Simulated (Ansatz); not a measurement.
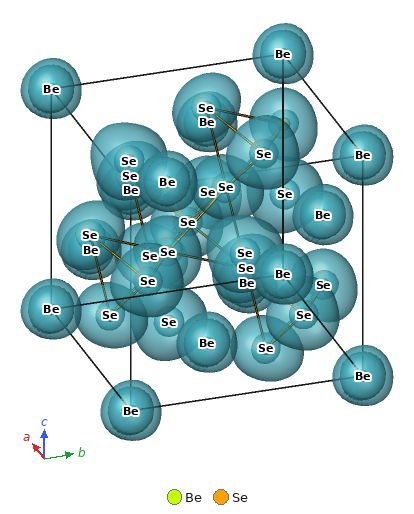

The picture shows: BeSe5. Isosurface of the ELF at 0.6 (cyan), seen at an oblique angle. Core shells and regions of very low density are left out. Sticks mark near contacts.

Space group F-43m; a structure generated by program, which may or may not match a known phase.

The calculation used DFT PBE, scalar-relativistic, plane waves, PAW (Ansatz).

Question: What do the ELF domains correspond to?

Answer: The ELF exceeds this value in four regions wrapped around Be (the valence shell of each) and 20 regions wrapped around Se (the valence shell of each), counted in one cell of 24 atoms. Regions shared between cells count once. Along the contacts the grid gives the following. Se–Se (2.80 Å): the ELF is about 0.35 at the midpoint. Be–Se (3.30 Å): the ELF is about 0.20 at the midpoint; no localised pair shows between them.

Question: Does the calculation make it a metal, or give it a gap?

Answer: It is metallic or semimetallic at this level of theory: no gap opens.
